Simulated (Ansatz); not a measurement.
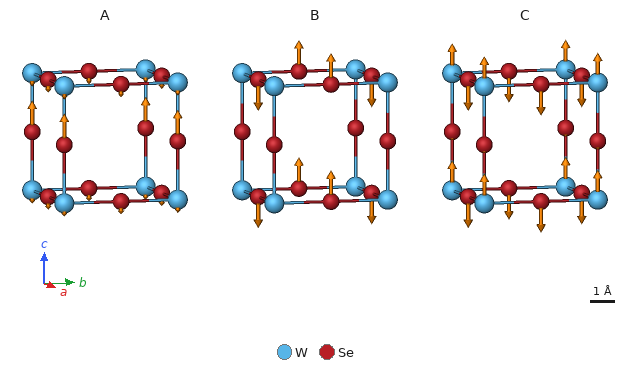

Three optical modes of solid WSe3 (a generated structure) at 1.02 times its rest volume at the zone centre, in no order (one member of each degenerate set). The orange arrows are the displacements of the atoms (eigenvector over the root of the mass), of arbitrary overall length and sign. A ball-and-stick model of the cell of the calculation, seen slightly off an axis.

Theory: DFT PBEsol, scalar-relativistic, plane waves, PAW (Ansatz 0.2.0). (plane-wave cutoff 420 eV; k-point mesh 10 × 10 × 10; occupations fermi dirac; smearing width 0.15 eV; no spin polarisation)

The frequencies depend somewhat on the k-mesh and the smearing.

Question: Order them from the lowest to the highest frequency (imaginary ones first).

Answer: C (48i cm⁻¹), B (44 cm⁻¹), A (227 cm⁻¹). C, T₁u: All motion is along c; it mainly bends the Se–W bonds; the kinetic energy is shared as Se 52 %, W 48 %. B, T₂u: The W atoms stay at rest; all motion is along c; atoms of one kind move against one another, with no net shift of their sublattice; the Se–W bond lengths don't change to first order, so for these it is a bending, tilting or sliding motion. A, T₁u: All motion is along c; of the bonds it mainly stretches Se–W, some lengthening while others shorten; the kinetic energy is shared as Se 92 %, W 8 %. The crystal is metallic in this run.
